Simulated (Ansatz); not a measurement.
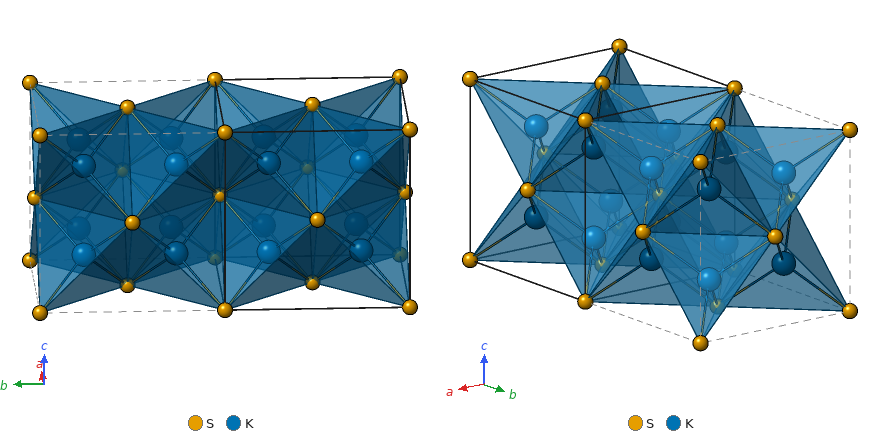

Polyhedra are drawn about K (bonds: K–S below 3.6 Å); other atoms are plain spheres. Two views of the same piece.

K2S (space group Fm-3m, No. 225): the input geometry of an electronic-structure calculation (not necessarily at equilibrium); the starting structure was generated, so it need not be a known form of this composition.

Sharing among the drawn polyhedra:

| site | polyhedron | corner-sharing neighbours | edge-sharing | face-sharing | bond (Å) |
| --- | --- | --- | --- | --- | --- |
| K | KS4 tetrahedron | 16 | 6 | 0 | 3.21 |

They form a three-dimensional framework of corner- and edge-sharing tetrahedra.
